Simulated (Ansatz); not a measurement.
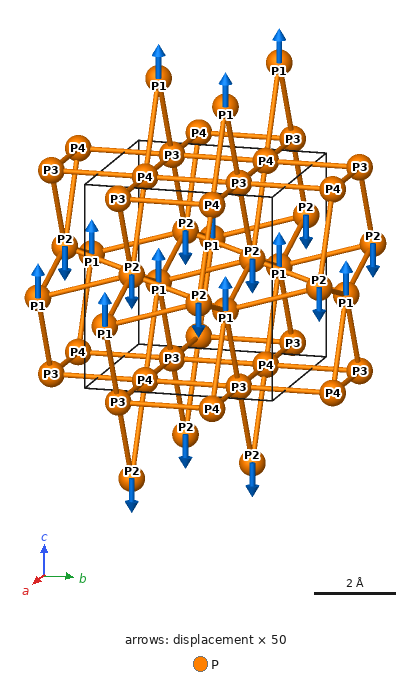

A relaxation of crystalline P (a generated structure, set up in Cmme). The starting structure is drawn; blue arrows show the displacements (the part carried along by the change of the cell is left out), 50 times their true length.

A ball-and-stick model of the conventional cell (2 times the calculation's cell), seen slightly off an axis. Lengths and directions refer to the drawn axes.

Method: DFT PBE, scalar-relativistic, plane waves, PAW (Ansatz 0.2.0). (plane-wave cutoff 420 eV; k-point mesh 14 × 14 × 10; occupations gaussian; smearing width 0.1 eV; no spin polarisation; cell and atoms relaxed; force threshold 0.01 eV/Å; at most 80 steps)

Q: Describe the change and its energy.

A: Over 4 accepted moves (5 points after the start) the energy falls by 5.9 meV per cell of the calculation. The largest force component goes from 0.057 to 0.0012 eV/Å. The pressure goes from −0.31 to −0.03 GPa. The SCF was repeated once at an unchanged geometry on a basis and grid sized afresh for the cell, which shifted the energy by 0.1 meV per cell of the calculation at most. The largest moves relative to the cell, 0.018 Å, are those of P1 and P2. P1 goes along +c. Cell: a 4.840 → 4.874 Å (+0.7 %), b 4.850 → 4.841 Å (−0.2 %), c 5.210 → 5.142 Å (−1.3 %). Volume −0.8 %. Among the contacts that change: P1–P2 2.538 → 2.520 Å, P3–P4 2.420 → 2.437 Å, P1–P3 2.538 → 2.532 Å, P3–P4 (another image) 2.425 → 2.420 Å. The space group stays Cmme (No. 67). Cost: 99 s on 1 thread of Arm Neoverse V1, on a shared host, peak memory 0.53 GiB.
